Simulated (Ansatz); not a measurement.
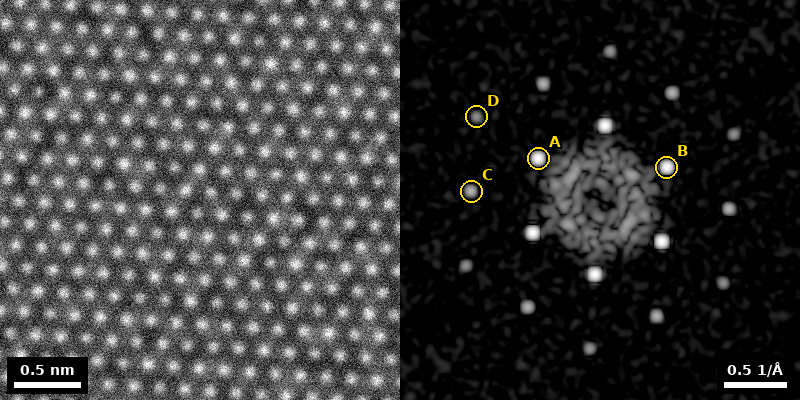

Phase-contrast TEM-like image of a crystal. Simulated in the weak-phase-object approximation with neutral-atom potentials: 300 kV, Cs = −15 µm, defocus +65 Å (negative is underfocus), defocus spread 15 Å, aperture 1.46 1/Å. Shot noise and the speckle of an amorphous layer were added.

The right panel is the modulus of the image's Fourier transform on a logarithmic scale.

Which lattice spacings do the marked spots stand for, and what angle do A and B enclose?

Answer. A: 1.7 Å, B: 1.7 Å, C: 1.0 Å, D: 0.8 Å; A and B enclose about 120°.

The crystal is Cr (Pm-3m, No. 221) along [111]; the spots are (1 0 -1), (0 -1 1), (1 1 -2) and (2 0 -2). Model: coordinates from a relaxation with Ansatz, DFT, PBE, plane waves (420 eV) with PAW, scalar-relativistic; the starting structure was generated, so it need not be a known form of this composition.
